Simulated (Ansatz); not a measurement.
## Al$_{48}$N$_{47}$: geometry relaxation (part 3 of 3)

Al$_{48}$N$_{47}$ (defect cell, 95 atoms in the cell); DFT, PBEsol, PAW, plane waves (Ansatz 0.2.0); cutoff 420 eV, 1×1×1 k-mesh, Fermi–Dirac smearing of 0.01 eV. 

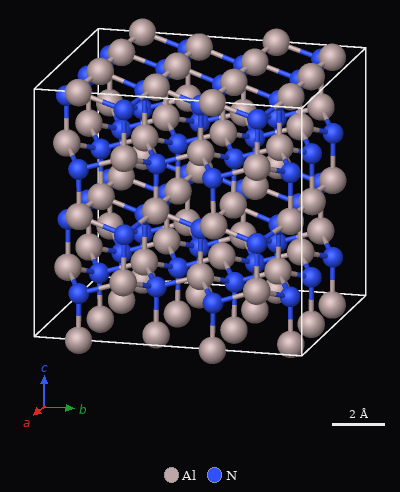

The starting structure (ball-and-stick view of the cell of the calculation, seen slightly off an axis).

## Output, continued
```
  k-point 0 ↑: bands = ["-7.9865", "-7.6166", "-7.5381", "-7.4761", "-7.1910", "-7.1518", "-7.0644", "-6.9431", "-6.7789", "-6.7540", ... 75 levels left out ..., "2.9099", "2.9868", "3.0785", "3.2416", "3.3115", "3.3418", "3.3875", "3.4562", "3.5080", "3.5298", "3.5879", "3.6216", "3.6817", "3.7268", "3.8369", "3.8476", "3.9808", "3.9855", "4.0266", "4.0561", "4.2767", "4.2968", "4.3326", "4.4039", "4.4267", "4.4573", "4.4716", "4.4975", "4.5709",
      "4.5989", "4.6109", "4.6348", "4.6695", "4.6868", "4.6949", "4.7322", "4.7573", "4.8136", "4.8383", "4.8603", "4.9392", "4.9552", "4.9964", "5.0620", "5.1077", "5.1752", "5.2378", "5.2692", "5.2876", "5.3037", "5.3233", "5.3417", "5.3667", "5.3860", "5.4244", "5.4538", "5.4618", "5.4829", "5.4975", "5.5411", "5.5904", "5.6019", "5.6381", "5.6563", "5.6713", "5.6776", "5.7012", "5.7276", "5.7611",
      "5.7987", "5.8047", "5.8529", "5.8870", "5.9025", "5.9328", "5.9597", "6.0011", "6.0183", "6.0412", "6.0534", "6.0772", "6.0856", "6.0985", "6.1128", "6.1192", "6.1305", "6.1415", "6.1513", "6.1739", "6.1864", "6.1953", "6.2223", "6.2505", "6.2695", "6.2870", "6.3751", "6.3902", "6.4184", "6.4501", "6.5650", "6.6133", "6.6586", "6.7353", "7.0604", "10.1357", "10.9739", "11.0476", "11.9533", "12.0541",
      "12.1922", "12.2178", "12.3004", "12.3602", "12.4452", "12.4898", "12.6139", "12.7737", "12.8236", "12.8568", "12.9155", "12.9481", "12.9846", "12.9909", "13.0294", "13.0524", "13.0944", "13.1116", "13.1283", "13.1572", "13.1878", "13.2211", "13.2420", "13.2810", "13.2842", "13.3990", "13.4554", "13.5770", "13.6439", "13.6886", "13.7338", "13.8008", "13.9268", "13.9907", "14.0275", "14.0565", "14.1168", "14.1723", "14.2712", "14.3713",
      "14.4382", "14.6497", "14.7501", "14.8289", "14.9259", "15.0158", "15.1092", "15.1924", "15.2496", "15.2959", "15.3620", "15.4197", "15.4384", "15.5251", "15.5690", "15.5748", "15.6395", "15.6906", "15.7762", "15.7915", "15.8132", "15.8245", "15.8565", "15.8671", "15.9083", "15.9331", "15.9833", "16.0439", "16.1209", "16.2349", "16.2875", "16.3851", "16.4391", "16.4636", "16.5322", "16.5692", "16.5997", "16.6729", "16.6875", "16.7190",
      "16.7382", "16.7566", "16.7893", "16.7995", "16.8272", "16.8624", "16.8725", "16.9247", "16.9714", "17.0944", "17.2015"]
  k-point 0 ↓: bands = ["-7.9795", "-7.6084", "-7.5322", "-7.4677", "-7.1847", "-7.1419", "-7.0557", "-6.9346", "-6.7696", "-6.7465", ... 75 levels left out ..., "2.9277", "3.0016", "3.0863", "3.2524", "3.3224", "3.3498", "3.3988", "3.4700", "3.5157", "3.5401", "3.5999", "3.6396", "3.6908", "3.7380", "3.8492", "3.8655", "3.9913", "3.9927", "4.0412", "4.0674", "4.2839", "4.3108", "4.3480", "4.4128", "4.4391", "4.4675", "4.4769", "4.5058", "4.5788",
      "4.6110", "4.6207", "4.6394", "4.6741", "4.6966", "4.7030", "4.7403", "4.7648", "4.8260", "4.8457", "4.8671", "4.9524", "4.9691", "5.0058", "5.0715", "5.1161", "5.1830", "5.2487", "5.2763", "5.2949", "5.3147", "5.3327", "5.3508", "5.3779", "5.3960", "5.4309", "5.4595", "5.4694", "5.4900", "5.5082", "5.5504", "5.5995", "5.6086", "5.6465", "5.6644", "5.6766", "5.6859", "5.7108", "5.7337", "5.7692",
      "5.8101", "5.8171", "5.8604", "5.8943", "5.9142", "5.9418", "5.9669", "6.0070", "6.0272", "6.0509", "6.0607", "6.0838", "6.0929", "6.1030", "6.1193", "6.1245", "6.1364", "6.1478", "6.1568", "6.1805", "6.1945", "6.2007", "6.2275", "6.2575", "6.2764", "6.2927", "6.3822", "6.3972", "6.4251", "6.4564", "6.5715", "6.6220", "6.6644", "6.7422", "7.2836", "10.8556", "11.0710", "11.1565", "11.9687", "12.0899",
      "12.2160", "12.2681", "12.3312", "12.3887", "12.4792", "12.5339", "12.6293", "12.7988", "12.8434", "12.8817", "12.9325", "12.9609", "13.0008", "13.0130", "13.0551", "13.0721", "13.1043", "13.1210", "13.1610", "13.1744", "13.2111", "13.2317", "13.2562", "13.2943", "13.3080", "13.4176", "13.4687", "13.5904", "13.6646", "13.7082", "13.7541", "13.8272", "13.9493", "14.0088", "14.0450", "14.0741", "14.1270", "14.1961", "14.3035", "14.4062",
      "14.4668", "14.6874", "14.7843", "14.8598", "14.9453", "15.0352", "15.1226", "15.2202", "15.2696", "15.3118", "15.3751", "15.4381", "15.4594", "15.5399", "15.5819", "15.6002", "15.6643", "15.7094", "15.7904", "15.8033", "15.8274", "15.8426", "15.8667", "15.8941", "15.9200", "15.9445", "15.9993", "16.0733", "16.1399", "16.2575", "16.3082", "16.4035", "16.4500", "16.4773", "16.5568", "16.5819", "16.6106", "16.6918", "16.7050", "16.7278",
      "16.7554", "16.7697", "16.8017", "16.8072", "16.8409", "16.8756", "16.8902", "16.9363", "16.9897", "17.1371", "17.2203"]
--- Relaxed structure (9 steps of the walk, 7 accepted, 0 SCFs on fresh bases) ---
  F+E_penalty+E_count = -43101.56387682 eV   max|allowed force component| = 9.864e-3 eV/Å
  atoms:
    - { symbol: Al, position: [0.16645443080751454, 0.08477160031402214, 0.248580909423508] }
    - { symbol: Al, position: [0.1670435703006693, 0.08343222189340116, 0.748345173272018] }
    - { symbol: Al, position: [-6.053275794402423e-5, 0.3337493160582043, 0.24892219892693881] }
    - { symbol: Al, position: [1.000613006568407, 0.3333259445107023, 0.748424908920112] }
    - { symbol: Al, position: [0.49981959345800214, 0.08388964629963239, 0.24875356807884472] }
    - { symbol: Al, position: [0.500058663423604, 0.08358295065226315, 0.7486878326761658] }
    - { symbol: Al, position: [0.33413194135149415, 0.3357719529712981, 0.24997336473345108] }
    - { symbol: Al, position: [0.33333918978221194, 0.33281872999790585, 0.7495035129830935] }
    - { symbol: Al, position: [0.1644893344793006, 0.5841049198079656, 0.24701128863973687] }
    - { symbol: Al, position: [0.16814046554591375, 0.583178395164704, 0.7449766704548958] }
    - { symbol: Al, position: [-0.0008285946859422342, 0.833910387263108, 0.24785482809793424] }
    - { symbol: Al, position: [0.9999867048368198, 0.833497145442222, 0.7482496441984818] }
    - { symbol: Al, position: [0.832594140231685, 0.08335805555404062, 0.24884668563305895] }
    - { symbol: Al, position: [0.8337445621651822, 0.08311545093430409, 0.7487379948953922] }
    - { symbol: Al, position: [0.6667872236436346, 0.33413539803181325, 0.2485406449994687] }
    - { symbol: Al, position: [0.6679111748358877, 0.33276849883527804, 0.7503932413688885] }
    - { symbol: Al, position: [0.49076377046483555, 0.5882770887609872, 0.2480641617588451] }
    - { symbol: Al, position: [0.5019822328350633, 0.5826137207251957, 0.7468469761369834] }
    - { symbol: Al, position: [0.33159917325115024, 0.8349896552295628, 0.24695339950682443] }
    - { symbol: Al, position: [0.33402682148001045, 0.8330799398060017, 0.7449707357500219] }
    - { symbol: Al, position: [0.8320145464887436, 0.5834459834866298, 0.24802544026808446] }
    - { symbol: Al, position: [0.834836309540086, 0.5832730250438176, 0.7499251859645057] }
    - { symbol: Al, position: [0.6644816753236455, 0.8322458639076586, 0.24978943443225002] }
    - { symbol: Al, position: [0.6670493979568944, 0.8340329672561997, 0.7493416760664067] }
    - { symbol: Al, position: [0.9998653074953905, 0.1665463067180894, 0.4986419911677962] }
    - { symbol: Al, position: [-0.00016082220094855643, 0.1669472639622089, 0.9987108757004678] }
    - { symbol: Al, position: [0.3354189503033396, 0.16883207286633053, 0.4986087556947582] }
    - { symbol: Al, position: [0.3332362326393309, 0.16741902640597955, 0.9994048806364096] }
    - { symbol: Al, position: [0.16836370515801286, 0.4170789388221454, 0.4982404587489375] }
    - { symbol: Al, position: [0.1665301615945041, 0.4172759321093816, 0.9980335201507406] }
    - { symbol: Al, position: [0.0003856580902059429, 0.6676714203894393, 0.49811274523755456] }
    - { symbol: Al, position: [0.9999782559412296, 0.667153640965489, 0.9975785994102467] }
    - { symbol: Al, position: [0.667371593634093, 0.16547178081251665, 0.4990287536185615] }
    - { symbol: Al, position: [0.6664794074299237, 0.16677116025478458, -0.0009964256481816436] }
    - { symbol: Al, position: [0.5102087694472546, 0.4212667125698035, 0.502810847287425] }
    - { symbol: Al, position: [0.4997722558301202, 0.41807423202334015, -0.0011898950140429333] }
    - { symbol: Al, position: [0.3350111773139125, 0.6665521588731872, 0.488602288270405] }
    - { symbol: Al, position: [0.3314313657177395, 0.6678909441745697, 0.994005479588257] }
    - { symbol: Al, position: [0.1657891960150358, 0.9182913729916569, 0.49802543070154703] }
    - { symbol: Al, position: [0.16639331525386228, 0.9172169297828444, 0.997392313215523] }
    - { symbol: Al, position: [0.8338795082195276, 0.4169482080646223, 0.4988962723121882] }
    - { symbol: Al, position: [0.8337132396119228, 0.4168135282797207, 0.9991899679727102] }
    - { symbol: Al, position: [0.6661459730410981, 0.657217791467028, 0.5023823508785398] }
    - { symbol: Al, position: [0.6652362866590207, 0.6666849006823474, 0.9985568036803302] }
    - { symbol: Al, position: [0.4998913925959241, 0.9158488128429949, 0.4983054378151917] }
    - { symbol: Al, position: [0.49923957325184826, 0.9170200605070139, 0.9979353833051805] }
    - { symbol: Al, position: [0.8317627056873215, 0.9142540056791928, 0.4985710437984839] }
    - { symbol: Al, position: [0.8326257662955479, 0.9167825349624613, 0.9992986823814205] }
    - { symbol: N, position: [-0.0007712092531643607, 0.16710514859570014, 0.18974935074666968] }
    - { symbol: N, position: [1.0001575258614708, 0.1665757493458097, 0.689650640328015] }
    - { symbol: N, position: [0.3334873540569278, 0.16855447630975953, 0.19070385999508357] }
    - { symbol: N, position: [0.33357640358204965, 0.16675918760924918, 0.6894384148157587] }
    - { symbol: N, position: [0.16648634946362964, 0.4173522614227234, 0.18926294631789856] }
    - { symbol: N, position: [0.16739650811476978, 0.4161944213616513, 0.6889305807529492] }
    - { symbol: N, position: [-0.0019539720621930493, 0.6673896456967241, 0.18830508588608932] }
    - { symbol: N, position: [1.0008045148120053, 0.6668932139467311, 0.6888782256360073] }
    - { symbol: N, position: [0.6661592406827477, 0.16725518193604708, 0.18960086626803635] }
    - { symbol: N, position: [0.6672160724536529, 0.1665712306440975, 0.6900984664808211] }
    - { symbol: N, position: [0.5000691135962454, 0.42010137149414234, 0.19158128004756675] }
    - { symbol: N, position: [0.5005578090751623, 0.41476502282649746, 0.6934398988564924] }
    - { symbol: N, position: [0.3266072479615681, 0.6703075066215418, 0.18280590889163983] }
    - { symbol: N, position: [0.33658812395332866, 0.6655514056699798, 0.6824195561982079] }
    - { symbol: N, position: [0.16531094147395964, 0.9184588869852338, 0.18857394434384495] }
    - { symbol: N, position: [0.16655679774709423, 0.9167674966648013, 0.6886996376740765] }
    - { symbol: N, position: [0.8334884262320601, 0.4169186169445806, 0.18966527500793373] }
    - { symbol: N, position: [0.8338958586378571, 0.41678764902283577, 0.690173627719437] }
    - { symbol: N, position: [0.6630631833890915, 0.6656811331701288, 0.19117979442458602] }
    - { symbol: N, position: [0.6689450804735615, 0.6676983923547499, 0.6930256139453066] }
    - { symbol: N, position: [0.4990635374191796, 0.9172227323310247, 0.18914726873719812] }
    - { symbol: N, position: [0.5007135267172829, 0.9170713590678041, 0.6889702602241451] }
    - { symbol: N, position: [0.8313229493897103, 0.9163256628457096, 0.19043049142402957] }
    - { symbol: N, position: [0.8333702362928981, 0.9166688124044934, 0.6894092214292596] }
    - { symbol: N, position: [0.1678505923608764, 0.0853812809841279, 0.43953841409769173] }
    - { symbol: N, position: [0.16677431777155177, 0.08407349926782856, 0.9394438800179387] }
    - { symbol: N, position: [0.0013652324633111003, 0.333262418646116, 0.4398752159431349] }
    - { symbol: N, position: [4.6097497331735096e-5, 0.33352327041792856, 0.9394542613899162] }
    - { symbol: N, position: [0.5006745162382545, 0.0828377043670314, 0.43970387460127924] }
    - { symbol: N, position: [0.4996253115595541, 0.08384648165237243, 0.9397276407775701] }
    - { symbol: N, position: [0.3392633723788622, 0.33814387922261147, 0.4411951888898521] }
    - { symbol: N, position: [0.3332948778396297, 0.3338483456920178, 0.9406426534073837] }
    - { symbol: N, position: [0.1655738706096474, 0.5834132834908048, 0.4381032013081551] }
    - { symbol: N, position: [0.16588567438589757, 0.5834068203339404, 0.9359275547728035] }
    - { symbol: N, position: [0.9999014391277403, 0.833898465667, 0.43884309176014613] }
    - { symbol: N, position: [0.999402387099388, 0.8339045105576259, 0.9391756307016428] }
    - { symbol: N, position: [0.833307118136918, 0.08146310742301327, 0.43986560761834154] }
    - { symbol: N, position: [0.833166249032097, 0.08336153294374536, 0.9398649964470379] }
    - { symbol: N, position: [0.6697330297256625, 0.33087621780082455, 0.43868324792690017] }
    - { symbol: N, position: [0.6666583506447235, 0.3337376842584134, 0.9411941426379787] }
    - { symbol: N, position: [0.4988319946124456, 0.5841042141183885, 0.9383334772564504] }
    - { symbol: N, position: [0.3320519040315626, 0.8354196882716284, 0.4380029873697398] }
    - { symbol: N, position: [0.3328686845201886, 0.8342668596706645, 0.9359540974210343] }
    - { symbol: N, position: [0.8362606964504854, 0.5829658220277132, 0.43813013618647384] }
    - { symbol: N, position: [0.8328556799385747, 0.583548196715066, 0.9406667806040336] }
    - { symbol: N, position: [0.664161804218446, 0.8272562731582578, 0.44105733630834965] }
    - { symbol: N, position: [0.6660544029338664, 0.8336692838867951, 0.9404613283087271] }
--- Löwdin populations: 95 sites ---
  site symbol       q [e]    m [muB]
     0     Al      1.9269     0.0002
     1     Al      1.9247     0.0003
     2     Al      1.9252     0.0002
     3     Al      1.9254     0.0009
     4     Al      1.9262     0.0002
     5     Al      1.9241     0.0006
     6     Al      1.9318     0.0032
     7     Al      1.9247     0.0075
     8     Al      1.9266     0.0017
     9     Al      1.9283     0.0007
    10     Al      1.9245     0.0002
    11     Al      1.9255     0.0010
    12     Al      1.9258     0.0002
    13     Al      1.9253     0.0002
    14     Al      1.9243     0.0033
    15     Al      1.9238     0.0016
    16     Al      2.1761     0.1690
    17     Al      1.9488     0.0104
    18     Al      1.9270     0.0014
    19     Al      1.9283     0.0010
    20     Al      1.9241     0.0035
    21     Al      1.9235     0.0015
    22     Al      1.9310     0.0031
    23     Al      1.9248     0.0072
    24     Al      1.9265     0.0004
    25     Al      1.9254     0.0002
    26     Al      1.9263     0.0004
    27     Al      1.9259     0.0005
    28     Al      1.9286     0.0015
    29     Al      1.9252     0.0007
    30     Al      1.9272     0.0096
    31     Al      1.9256     0.0012
    32     Al      1.9276     0.0054
    33     Al      1.9254     0.0004
    34     Al      2.1901     0.1603
    35     Al      1.9264     0.0027
    36     Al      2.1772     0.1274
    37     Al      1.9313     0.0091
    38     Al      1.9269     0.0062
    39     Al      1.9256     0.0008
    40     Al      1.9317     0.0106
    41     Al      1.9247     0.0003
    42     Al      2.1929     0.1538
    43     Al      1.9261     0.0025
    44     Al      1.9290     0.0019
    45     Al      1.9252     0.0005
    46     Al      1.9283     0.0004
    47     Al      1.9253     0.0003
    48      N      6.0097     0.0002
    49      N      6.0100     0.0000
    50      N      6.0076     0.0000
    51      N      6.0110     0.0003
    52      N      6.0088     0.0007
    53      N      6.0122     0.0007
    54      N      6.0100     0.0006
    55      N      6.0096     0.0005
    56      N      6.0105     0.0009
    57      N      6.0097     0.0001
    58      N      5.9951     0.0016
    59      N      6.0083     0.0311
    60      N      6.0122     0.0546
    61      N      5.9884    -0.0027
    62      N      6.0091    -0.0001
    63      N      6.0099     0.0002
    64      N      6.0138     0.0005
    65      N      6.0072     0.0013
    66      N      5.9962     0.0018
    67      N      6.0076     0.0296
    68      N      6.0091     0.0012
    69      N      6.0121     0.0004
    70      N      6.0083     0.0001
    71      N      6.0112     0.0007
    72      N      6.0080     0.0014
    73      N      6.0095     0.0002
    74      N      6.0078     0.0002
    75      N      6.0102     0.0008
    76      N      6.0096     0.0003
    77      N      6.0096     0.0003
    78      N      5.9913    -0.0009
    79      N      6.0102     0.0019
    80      N      6.0049     0.0198
    81      N      6.0083     0.0024
    82      N      6.0111     0.0005
    83      N      6.0096     0.0002
    84      N      6.0075     0.0020
    85      N      6.0092    -0.0000
    86      N      6.0085     0.0293
    87      N      6.0095     0.0010
    88      N      6.0108    -0.0003
    89      N      6.0051     0.0182
    90      N      6.0084     0.0024
    91      N      6.0087     0.0300
    92      N      6.0095     0.0013
    93      N      5.9912    -0.0002
    94      N      6.0102     0.0021
  spilling = 0.008237 (of n_electrons = 379.000000)
```

## Summary

```tsv
quantity	value
outcome	converged
electrons treated	379
free energy	−43101.5639 eV
Fermi energy	10.496 eV
net moment of the cell	1.00 μB
largest force (length of the vector) at the end	0.011 eV/Å
hardware	8 threads of Arm Neoverse-V2, 18 GiB of memory available, shared host
wall time	3.3 min (CPU time 25 min)
peak memory	3 GiB
```

## Remarks

The k-point mesh is coarse for a cell of this size, so the results may not be converged.
